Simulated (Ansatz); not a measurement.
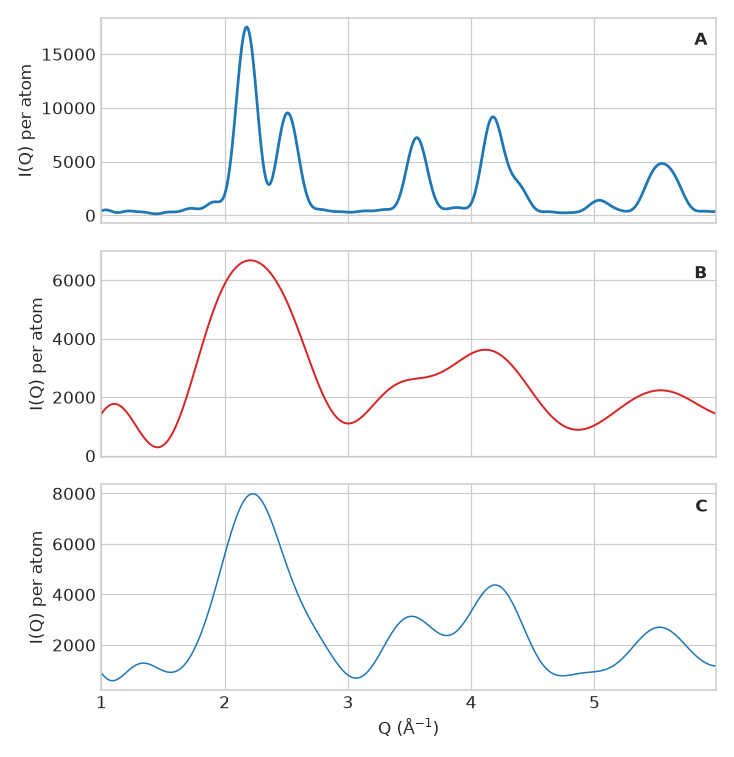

X-ray scattering of spheres cut from the crystal structure of Lu (Fm-3m, a = 4.989 Å, b = 4.989 Å, c = 4.989 Å, α = 90.00°, β = 90.00°, γ = 90.00°), calculated atom by atom with the Debye equation (B = 0.5 Å², no relaxation of the surface). Structure used: the input geometry of an electronic-structure calculation (not necessarily at equilibrium); the starting structure was generated, so it need not be a known form of this composition.

### The spheres are 10, 14 and 36 Å across. Which curve is which?

curve A: 36 Å (791 atoms); curve B: 10 Å (19 atoms); curve C: 14 Å (43 atoms). Peak widths go roughly as 2π/D, so the largest sphere has the sharpest peaks.

### Index the main peaks of the largest sphere.

Q ≈ 2.18 Å⁻¹: 111; Q ≈ 2.51 Å⁻¹: 200; Q ≈ 3.56 Å⁻¹: 220; Q ≈ 4.18 Å⁻¹: 311; Q ≈ 5.04 Å⁻¹: 400; Q ≈ 5.55 Å⁻¹: 331 + 420.
